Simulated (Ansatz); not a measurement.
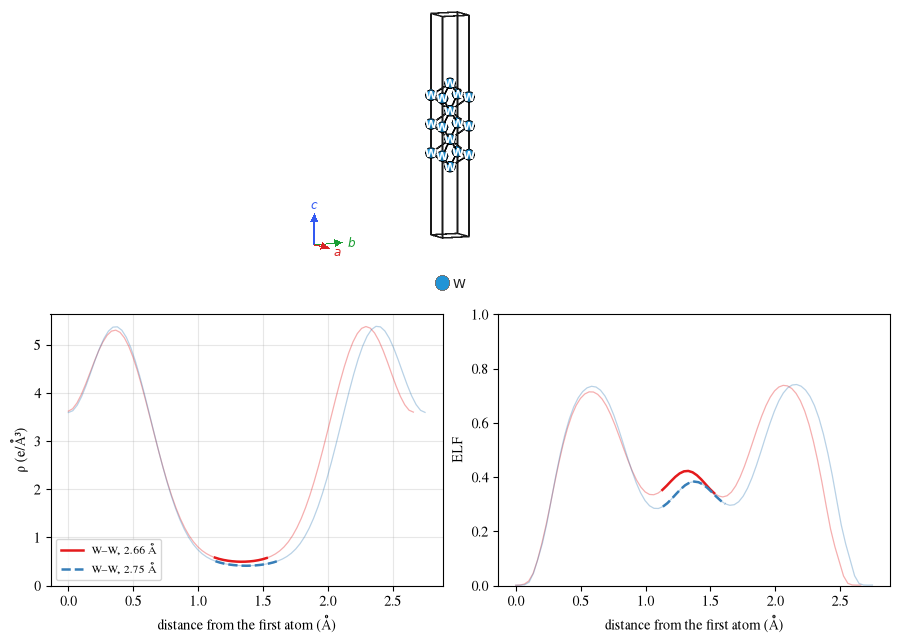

Figure. W (slab). Valence charge density (pseudo) and electron localisation function along straight lines between neighbouring atoms. Thin, pale parts lie inside the atomic spheres. The structure is drawn too.

Computed with DFT PBE, scalar-relativistic, plane waves, PAW in Ansatz.

The density is the valence pseudo-density of a PAW calculation; it isn't the true density close to the nuclei.

```xyz
7
Lattice="3.1836 0.0000 0.0000 0.0000 3.1836 0.0000 0.0000 0.0000 24.5507" Properties=species:S:1:pos:R:3 pbc="T T T"
W     1.5918    1.5918    7.6576
W     0.0000    0.0000    9.0722
W     1.5918    1.5918   10.6984
W     0.0000    0.0000   12.2753
W     1.5918    1.5918   13.8522
W     0.0000    0.0000   15.4785
W     1.5918    1.5918   16.8931
```

> Compare the contacts.

W–W (2.66 Å): the density is about 0.5 e/Å³ at the midpoint; the ELF is about 0.40 at the midpoint.
W–W (2.75 Å): the density is about 0.41 e/Å³ at the midpoint; the ELF is about 0.40 at the midpoint.
